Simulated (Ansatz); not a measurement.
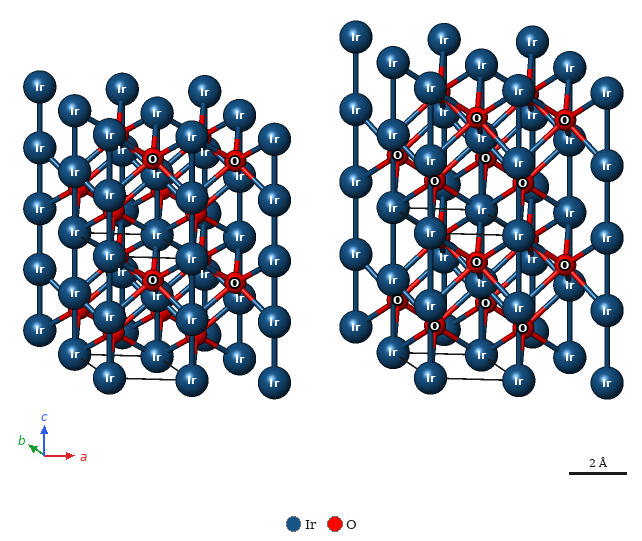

Two geometries of solid IrO (built on the nickel arsenide type) (coarse preliminary run), drawn at one scale. One is the start of a relaxation, the other its converged end. Style: ball-and-stick. Shown: the cell of the calculation, repeated 2 × 2 × 2 with one cell outlined, slightly off an axis.

All numbers below come from Ansatz 0.2.0, DFT PBEsol, scalar-relativistic, plane waves, PAW. Settings: plane-wave cutoff 420 eV; k-point mesh 6 × 6 × 4; occupations gaussian; smearing width 0.1 eV; no spin polarisation; cell and atoms relaxed; force threshold 0.05 eV/Å; at most 80 steps.

Which one is relaxed?

Answer. The right one is the relaxed one. The atoms keep their places relative to the cell (all moves are under 0.005 Å). The drawn cell changes as follows: a = b 2.920 → 3.127 Å (+7.1 %), c 4.526 → 5.392 Å (+19.1 %); the volume changes by +36.6 %. Some distances before and after: Ir–Ir 2.263 → 2.696 Å, Ir–O 2.031 → 2.253 Å. Among the angles between lasting bonds that change: Ir–O–Ir 67.7° → 73.5°, Ir–O–Ir 92.0° → 87.9°. The space group stays P6_3/mmc (No. 194). The energy falls by 1462 meV per atom in 8 accepted moves (11 points after the start). All forces vanish by symmetry, so only the cell relaxes. Pressure: 184.38 GPa at the start and −0.01 GPa at the end. At 3 points the geometry stayed and the basis and grid were re-selected for the new cell (energy shift of 64.8 meV per atom at most each time). Cost: 18 s on 1 thread of Arm Neoverse V1 (shared host), peak memory 0.32 GiB.
